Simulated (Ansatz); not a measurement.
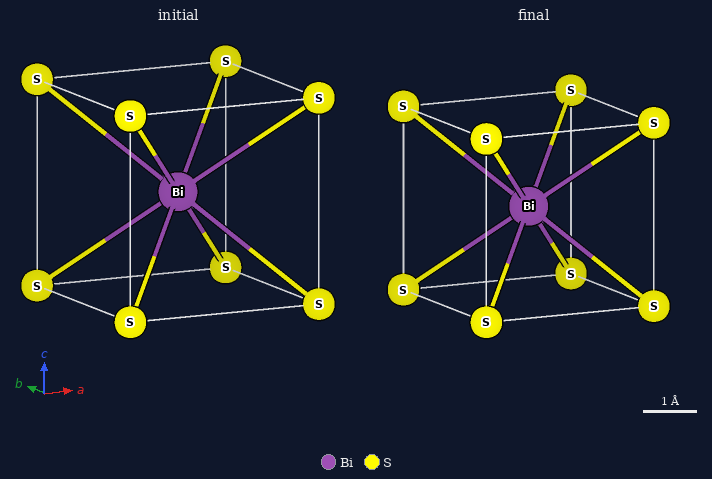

The structure of solid BiS (a generated structure, set up in Pm-3m) before (left) and after (right) a relaxation, at one scale.

The picture is a ball-and-stick view of the cell of the calculation, seen from a free direction.

The run lets cell and atoms move.

The calculation used Kohn-Sham DFT of a periodic cell, PBE0, Ansatz PAW (Ansatz 0.2.0).

Input file:
```yaml
crystal:
  lattice:
    - [4.00294434, 0.0, 0.0]
    - [0.0, 4.00294434, 0.0]
    - [0.0, 0.0, 4.00294434]
  atoms:
    - { symbol: Bi, position: [0.5, 0.5, 0.5] }
    - { symbol: S, position: [0.0, 0.0, 0.0] }
hamiltonian:
  xc: pbe0
  pseudopotentials: { kind: paw }
kpoints:
  mp_grid: { grid: [4, 4, 4] }
scf:
  occupations: { method: fermi_dirac, width: 0.05 }
output:
  forces: true
  stress: true
  eigenvalues: true
relax:
  f_tol: 0.01
  max_steps: 40
  cell: { stress_tol: 0.05 }
```

### Summarise the run.

No atom moves by more than 0.005 Å relative to the cell. Cell: a = b = c 4.003 → 3.557 Å (−11.1 %). Volume −29.8 %. Among the contacts that change: Bi–S 3.467 → 3.081 Å. The space group stays Pm-3m (No. 221). After 4 accepted moves (5 points after the start) the energy has fallen by 561 meV per atom. All forces vanish by symmetry, so only the cell relaxes. The pressure goes from −13.45 to 0.01 GPa. The SCF was repeated once at an unchanged geometry on a basis and grid sized afresh for the cell, which shifted the energy by 1.0 meV per atom at most.

Limits of the set-up: the k-point mesh is coarse for a cell with partly filled bands.
